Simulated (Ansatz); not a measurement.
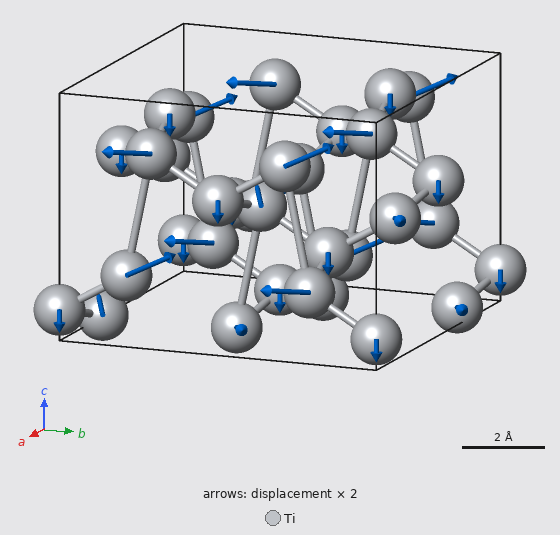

A relaxation of a crystal of Ti (built on the random type) (coarse preliminary run). The starting structure is drawn; blue arrows show the displacements (the part carried along by the change of the cell is left out), magnified 2 times.

A ball-and-stick model of the conventional cell (4 times the calculation's cell), seen slightly off an axis. Lengths and directions refer to the drawn axes.

Case: random cell with space group Fdd2 (No. 43).

Theory: DFT PBE, scalar-relativistic, plane waves, PAW in Ansatz.

Input
```yaml
crystal:
  lattice:
    - [0.0, 4.2035679256, 3.1246759946]
    - [4.0326099748, 0.0, 3.1246759946]
    - [4.0326099748, 4.2035679256, 0.0]
  atoms:
    - { symbol: Ti, position: [0.9227, 0.5, 0.5] }
    - { symbol: Ti, position: [0.5, 0.9227, 0.0773] }
    - { symbol: Ti, position: [0.75, 0.1727, 0.3273] }
    - { symbol: Ti, position: [0.1727, 0.75, 0.75] }
    - { symbol: Ti, position: [0.875, 0.875, 0.125] }
    - { symbol: Ti, position: [0.125, 0.125, 0.375] }
basis:
  ecutwfc: 420
kpoints:
  mp_grid: { grid: [4, 4, 4] }
hamiltonian:
  xc: pbe
scf:
  occupations: { method: gaussian, width: 0.1 }
  lower_state_search: "off"
output:
  forces: true
  stress: true
  eigenvalues: true
relax:
  adjacent_minimum: "off"
  f_tol: 0.04
  max_steps: 70
  cell: { stress_tol: 0.4 }
```

What happened in the run?

Answer. The largest moves relative to the cell, 0.81 Å, are those of Ti1, Ti2, Ti3 and Ti4. Ti2 goes along [−2 1 1]. The drawn cell changes as follows: a 8.065 → 8.503 Å (+5.4 %), b 8.407 → 9.502 Å (+13.0 %), c 6.249 → 5.127 Å (−18.0 %); the volume changes by −2.2 %. Some distances before and after: Ti1–Ti6 4.195 → 2.929 Å, Ti1–Ti2 4.085 → 2.834 Å, Ti1–Ti5 2.050 → 2.790 Å, Ti1–Ti6 (another image) 2.112 → 2.834 Å. New bonds form: Ti1–Ti2 (4.08 → 2.83 Å), Ti1–Ti6 (4.20 → 2.93 Å), Ti2–Ti6 (4.20 → 2.93 Å), Ti3–Ti4 (4.08 → 2.83 Å). Among the angles between lasting bonds that change: Ti4–Ti3–Ti5 102.6° → 61.1°, Ti4–Ti3–Ti4 156.5° → 122.1°, Ti5–Ti3–Ti6 105.1° → 75.3°. The space group (tolerance 0.01 Å) goes from Fdd2 (No. 43) to Fddd (No. 70). Over 9 accepted moves (12 points after the start) the energy falls by 9.618 eV per cell of the calculation. The largest force component goes from 3.6 to 0.00069 eV/Å. Pressure: 14.46 GPa at the start and 0.05 GPa at the end. The line search rejected the trial step at point 7 of the run. At 2 points the geometry stayed and the basis and grid were re-selected for the new cell (energy shift of 13.2 meV per cell of the calculation at most each time).
